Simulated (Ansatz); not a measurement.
**Na15Cl16 (cell charge −1, with a compensating background) (cell with a defect): density, localisation and related maps**

```xyz
31
Lattice="-5.6942 -5.6942 5.6942 5.6942 -5.6942 -5.6942 5.6942 5.6942 5.6942" Properties=species:S:1:pos:R:3 pbc="T T T"
Na    2.8885   -5.6527   -2.8471
Na   -0.0001   -5.7357    0.0415
Na    2.8885   -2.8471   -0.0415
Na    5.6942   -0.0415   -0.0415
Na    2.8056   -5.7356    2.8471
Na    5.6942   -2.8471    2.8471
Na    5.6942   -5.6527   -5.6527
Na   -2.8056   -5.7357    2.8470
Na    0.0000   -2.8471    2.8471
Na    2.8056    0.0415    2.8472
Na    5.6942    2.8471    2.8471
Na    2.8886   -2.8470    5.7357
Na    2.8056   -8.5413    0.0415
Na    5.6942   -5.6527   -0.0415
Na    8.4998   -2.8472   -0.0415
Cl    5.6942   -2.8471    0.1230
Cl    8.5413    0.0000    0.0000
Cl    2.8471   -2.8471    2.8471
Cl    5.6942    0.0000    2.8471
Cl    8.4183    2.8471    2.8471
Cl    5.6942   -2.8471    5.5712
Cl    2.8471   -5.6942    0.0000
Cl    2.9701    2.8471    2.8471
Cl    0.0000   -2.8471    5.6942
Cl    2.8471    0.0000    5.6942
Cl    0.0000   -2.8471    0.0000
Cl    2.8471    0.0000    0.0000
Cl    0.0000   -5.5712    2.8471
Cl    0.0000    0.0000    8.5413
Cl   -2.8471   -2.8471    2.8471
Cl    0.0000   -0.1230    2.8471
```

The calculation used DFT PBE, scalar-relativistic, plane waves, PAW (Ansatz 0.2.0).

The density is the valence pseudo-density of a PAW calculation; it isn't the true density close to the nuclei.

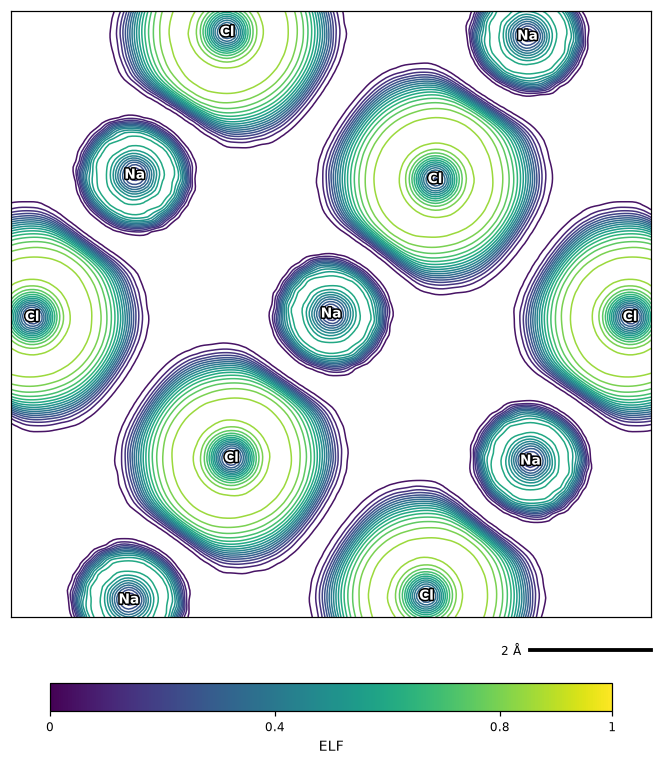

Figure 1. ELF on the (010) plane of the calculation cell.

### Describe what can be read from this map.

Atoms in the plane: Na and Cl.
Na–Cl (2.81 Å): the ELF peaks at about 0.85 in the valence shell of Cl, 0.8 Å from its nucleus, and falls to about 0 next to Na: a closed-shell, largely ionic contact.
Na–Cl (2.89 Å): the ELF peaks at about 0.90 in the valence shell of Cl, 0.8 Å from its nucleus, and is about 0.40 at the midpoint: a largely ionic contact.
The features right at Na lie inside the PAW spheres, where the map follows smoothed inner orbitals and isn't to be read closely.

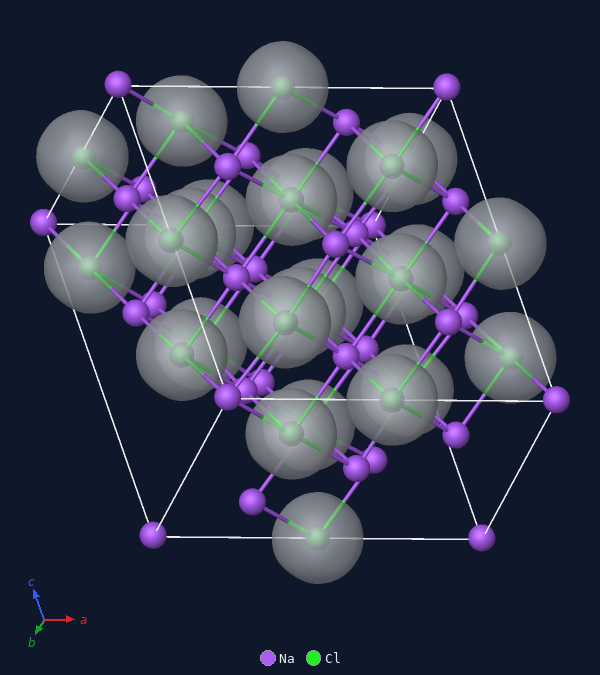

Figure 2. Isosurface of the electron localisation function at 0.65 (grey), seen at an oblique angle. Core shells and regions of very low density are left out. Sticks mark near contacts.

### Describe the localisation domains.

The surface consists of 16 regions wrapped around Cl (the valence shell of each), counted in one cell of 31 atoms. Any copies at cell faces, edges or corners count once. Profiles from the grid: Na–Cl (2.72 Å): the ELF peaks at about 0.90 in the valence shell of Cl, 0.8 Å from its nucleus, and falls to about 0 next to Na; an ionic contact with no shared pair.

### Does the calculation give a band gap?

It is gapped, with a Kohn–Sham gap of 5.6 eV on the k-point mesh, an upper bound to the gap of this method.
